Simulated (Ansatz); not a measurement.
Here is a crystal structure:

```yaml
crystal:
  lattice:
    - [3.17906, 0.00000, 0.00000]
    - [0.00000, 3.17906, 0.00000]
    - [0.00000, 0.00000, 3.17906]
  atoms:
    - { symbol: Ti, position: [0.50000, 0.50000, 0.48427] }
    - { symbol: Al, position: [0.00000, 0.00000, 0.00000] }
```

### Say what kind of structure these coordinates give.

It has the composition TiAl. The atoms follow space group P4mm (No. 99); the Bravais lattice is primitive tetragonal. Cell content 1 Ti, 1 Al; Z = 1. Ti is linked to eight Al in a cubic arrangement at 2.72 to 2.78 Å. Al bonds to eight Ti in a cubic arrangement at 2.72 to 2.78 Å. Not all metal-metal contacts are counted. The bonds build a three-dimensional framework.

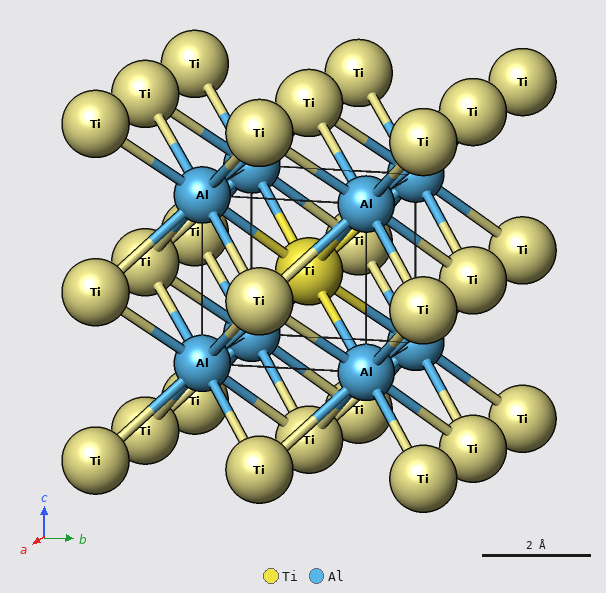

Ball-and-stick representation of a periodic structure, projected slightly off an axis. The edges of the conventional unit cell are marked. Bonded atoms from the next cells complete the picture, in fainter colours. Colours: titanium yellow, aluminium blue.

The structure comes from a structure listed in the Materials Project. The cell was then strained or its atoms displaced on purpose. An electronic-structure calculation with Ansatz was run on it.
